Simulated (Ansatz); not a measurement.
## Al2Ru: 7 runs along one coordinate

System: Al2Ru (3 atoms in the cell).
Method: Kohn-Sham DFT of a periodic cell, PBEsol, all-electron LAPW, scalar-relativistic, no spin polarisation (Ansatz 0.2.0).

The 7 runs differ only in the geometry, by an even scaling of the cell at fixed fractional positions. The structure derives from a Materials Project entry.

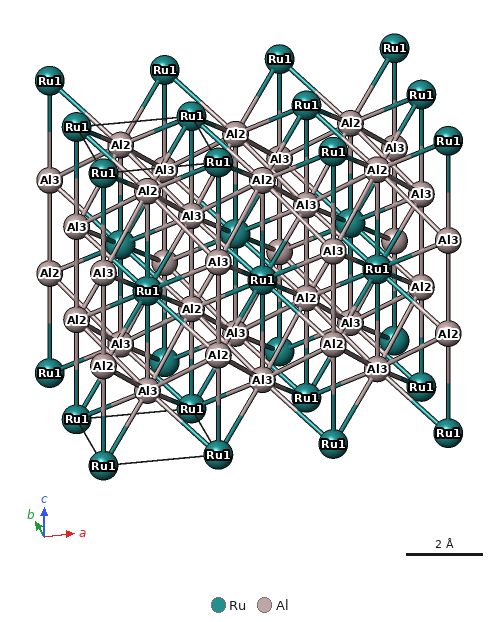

Figure 1. The structure of run 4 (ball-and-stick view of the cell 2 times as large as that of the calculation, set on its symmetry axes, repeated 3 × 2 × 1, seen at an oblique angle; atoms are numbered from 1 in the order of the input). An atom can appear more than once, as a periodic image.

**Input of run 4**
```yaml
crystal:
  lattice:
    - [-1.56042162, 1.56042162, 4.22180559]
    - [1.56042162, -1.56042162, 4.22180559]
    - [1.56042162, 1.56042162, -4.22180559]
  atoms:
    - { symbol: Ru, position: [0.0, 0.0, 0.0] }
    - { symbol: Al, position: [0.34079781, 0.34079781, 0.0] }
    - { symbol: Al, position: [0.65920219, 0.65920219, 0.0] }
kpoints:
  mp_grid: { grid: [12, 12, 12] }
scf:
  occupations: { method: fermi_dirac, width: 0.05 }
hamiltonian:
  xc: pbesol
  pseudopotentials: { kind: all_electron, lapw: { basis_error: 0.001 } }
output:
  forces: true
  stress: true
  eigenvalues: true
```

Command:
```bash
ansatz run input.yaml --threads 2 --pin off --max-ram 8192MiB --backend cpu --events-out ev --progress --plain --runs-dir out
```

Lattice vectors (Å) and fractional positions of run 4:
```
  -1.560422    1.560422    4.221806
   1.560422   -1.560422    4.221806
   1.560422    1.560422   -4.221806
Ru  0.000000  0.000000  0.000000
Al  0.340798  0.340798 -0.000000
Al  0.659202  0.659202  0.000000
```

Run 3 differs from it as follows:
```diff
-    - [-1.56042162, 1.56042162, 4.22180559]
-    - [1.56042162, -1.56042162, 4.22180559]
-    - [1.56042162, 1.56042162, -4.22180559]
+    - [-1.5499486761, 1.5499486761, 4.1934704705]
+    - [1.5499486761, -1.5499486761, 4.1934704705]
+    - [1.5499486761, 1.5499486761, -4.1934704705]
```

**Results, with one run withheld**

```csv
run,volume per atom (Å³),"free energy per atom, from the lowest run given (meV)",pressure (GPa)
1,12.884,28.46,12.27
2,13.158,11.58,7.56
3,13.432,?,?
4,13.706,0.00,−0.49
5,13.980,3.82,−3.91
6,14.255,13.19,−6.98
7,14.529,27.53,−9.74
```

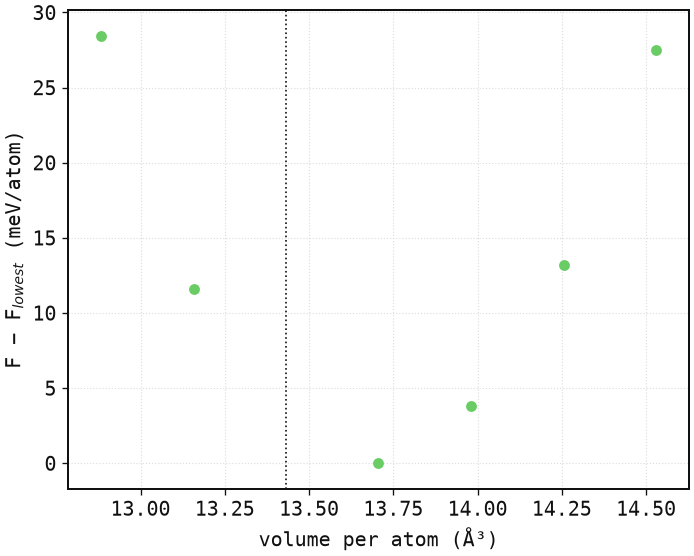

Figure 2. Free energy per atom of the runs given; the dotted line marks run 3.

What should run 3 give?

A cubic polynomial in V^(−2/3) (the Birch–Murnaghan form), fitted to the 6 runs given, misses them by at most 0.01 meV per atom. With x = V^(−2/3) − 0.17439 Å⁻², it reads F = 0.10727 − 606.79 x + 5.7072e+05 x² + 6.3172e+05 x³ (meV per atom). At run 3 it gives 2.36 meV per atom, and the run itself gives 2.35. The slope of the fit gives a pressure −dF/dV of 3.31 GPa there, and the run prints 3.32 GPa. The fit has its minimum at 13.669 Å³ per atom, where V d²F/dV² gives 182 GPa. Cell shape and fractional positions are held, so this is the stiffness under even scaling; the relaxed bulk modulus wasn't computed.

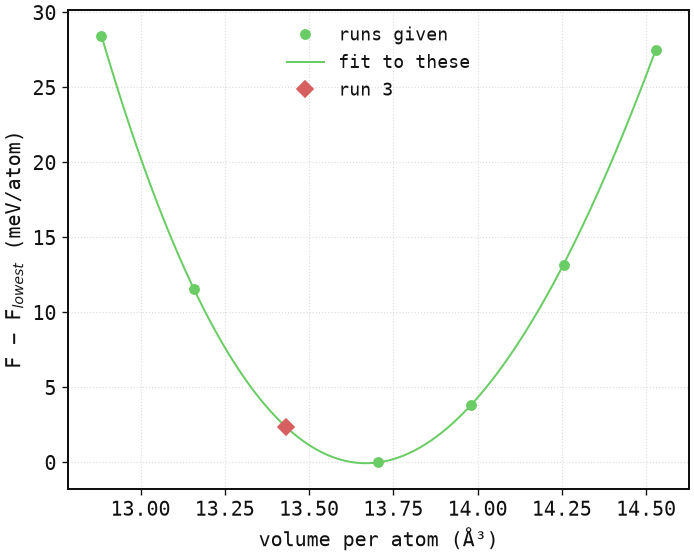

Figure 3. The fit and the withheld run.

**Output, shortened to warnings, some set-up lines, iterations and results (run 3)**
```
Basis set: ecut = 246.38653557689423 eV, 343 PW (Γ), FFT grids on a1+a3, a2+a3, a3, exchange–correlation at level 2
Symmetry: 16 space group operations
k-points: 163 of 1728
Initial density: superposition of atomic densities (chi_scale 0.1, normalization cell, long waves kept (reshape's long-wave potential 0.00 eV rms))
[...]
SCF iter   1: F=—  HF=-136425.011858 eV  |F-HF|=—  |Δ(HF+E_count)|=         —  Δρ=3.98e-2  dr2=5.26e-1  ethr=1.09e-3  ⟨swp⟩=2.1  Hψ=31355  notcnv=0
SCF iter   2: F=—  HF=-136425.804872 eV  |F-HF|=—  |Δ(HF+E_count)|=   7.93e-1  Δρ=6.73e-2  dr2=4.66e0  ethr=1.09e-3  ⟨swp⟩=3.0  Hψ=15730  notcnv=0  recentre
SCF iter   3: F=—  HF=-136424.287114 eV  |F-HF|=—  |Δ(HF+E_count)|=    1.52e0  Δρ=1.84e-2  dr2=8.93e-2  ethr=1.09e-3  ⟨swp⟩=3.0  Hψ=14677  notcnv=0
SCF iter   4: F=—  HF=-136424.145673 eV  |F-HF|=—  |Δ(HF+E_count)|=   1.41e-1  Δρ=3.01e-3  dr2=5.50e-3  ethr=1.15e-5  ⟨swp⟩=2.0  Hψ=23676  notcnv=0
SCF iter   5: F=—  HF=-136424.142551 eV  |F-HF|=—  |Δ(HF+E_count)|=         —  Δρ=6.00e-4  dr2=8.09e-5  ethr=1.15e-5  ⟨swp⟩=2.0  Hψ=13244  notcnv=0
SCF iter   6: F=—  HF=-136424.142509 eV  |F-HF|=—  |Δ(HF+E_count)|=   4.21e-5  Δρ=7.78e-5  dr2=1.46e-6  ethr=1.68e-7  ⟨swp⟩=2.0  Hψ=13247  notcnv=0
SCF iter   7: F=—  HF=-136424.142507 eV  |F-HF|=—  |Δ(HF+E_count)|=   1.47e-6  Δρ=2.23e-5  dr2=2.60e-7  ethr=3.05e-9  ⟨swp⟩=2.9  Hψ=13595  notcnv=0
SCF iter   8: F=-136424.142507 eV  HF=-136424.142507 eV  |F-HF|=3.93e-9  |Δ(HF+E_count)|=   8.31e-8  Δρ=2.95e-6  dr2=4.01e-9  ethr=5.43e-10  ⟨swp⟩=2.0  Hψ=13243  notcnv=0
SCF 1 converged in 8 iterations: F = -136424.142507 eV  dr2 = 4.01e-9
SCF converged after 8 iterations
Free energy (F): -136424.142507 eV
Harris-Foulkes:  -136424.142507 eV  (|F-HF|=3.93e-9)
Internal energy: -136424.140534 eV  (E = F + TS)
E sigma→0 (E₀):  -136424.141521 eV
Entropy (-TS):   -0.001973 eV (-0.658 meV/atom)
Fermi energy:    16.637763 eV
--- Per-component energies (eV) ---
  E_band       = -3528.786040
  E_kinetic    = 141353.820424
  E_xc         = -4570.097389
  E_electrostatic = -273207.863570  (all electrons and nuclei)
  E_smearing   = -0.001973  (= −TS)
  E_closure    = 0.000000  (closes the sum)
  E_atoms      = -136403.823823  (free atoms, spherical and without spin; not in F)
  Σ components = -136424.142507   (vs F -136424.142507, Δ=0.00e0)
  Basis errors (estimates in eV, not in F): energy 3.3e-4 per atom: plane waves 2.8e-4 (1.5e-4 summed), levels above the bands 3.7e-51, relativity 1.1e-8, radial functions 4.3e-5, core shells 2.3e-7; eigenvalues (radial functions only) 1.3e-6; not estimated: angular momenta, meshes, grids; target …
--- Forces (eV/Å), atoms counted from 1 ---
  atom   1  Ru    -0.00000000     0.00000000     0.00000000
  atom   2  Al    -0.00000000    -0.00000000    -0.02140334
  atom   3  Al     0.00000000     0.00000000     0.02140334
  max |Σ_I F_I| component: 2.60e-18 eV/Å
--- Stress (GPa, compression-positive) ---
        3.499387       0.000000      -0.000000
        0.000000       3.499387      -0.000000
       -0.000000      -0.000000       2.957783
  P = ⅓ Tr σ = 3.3189 GPa (33.189 kbar)
```
